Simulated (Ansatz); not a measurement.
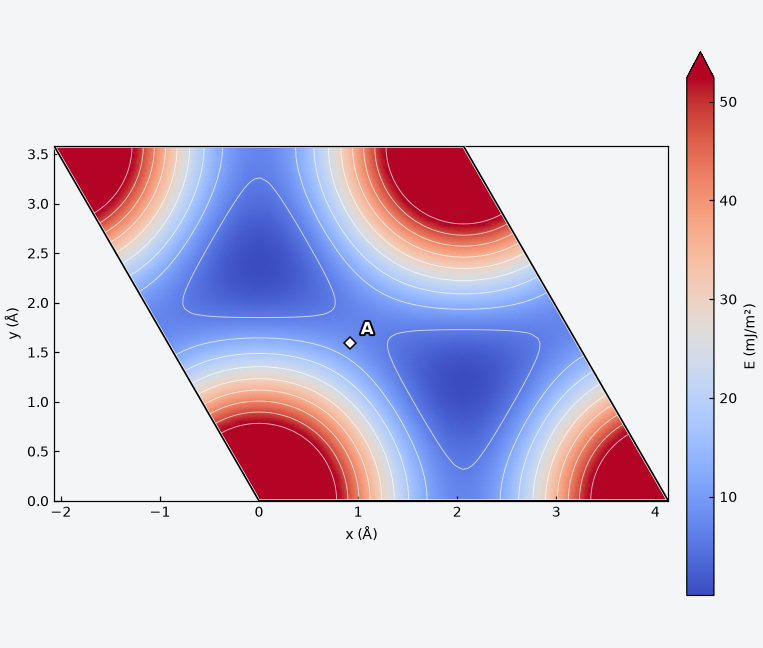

A bilayer of two MgI₂ sheets (1T type), the upper one turned by 180 degrees about the normal (6 atoms in the cell). 
- The upper layer of a bilayer is slid over the lower one; relaxed at each slide: nothing; the origin of the map has I4 above I3; the distance between the facing planes is held at 3.83 Å.
- Places are given modulo a cell vector. The map is drawn in real space over the plane of the slide.
- Grid: 9 × 9 points; 12 points were computed and 69 follow by symmetry.
- Energies are in mJ/m², from the lowest grid point.
- At a held distance the lowest stacking need not be the one that binds best once the distance relaxes.
- Level of theory: DFT PBE+D3(BJ), scalar-relativistic, plane waves, PAW (Ansatz 0.2.0). Settings: cutoff 420 eV, k-mesh 9×9×1, gaussian smearing 0.05 eV, no spin polarisation.

Drawn: a smooth colour map with a few white contour lines, the outline of one cell of the plane, one colour for all values above the top of the scale, the point A. Between grid points the surface is interpolated.

### Is A at rest? If not, where is it pushed?

A, at (4/9, 4/9) of the cell vectors, is not a stationary point. The computed force is 0.015 eV/Å in the plane, pointing up and right in the picture (components 0.008 and 0.013 eV/Å, for the cell of 14.78 Å², or 17 mJ/m² for each Å).
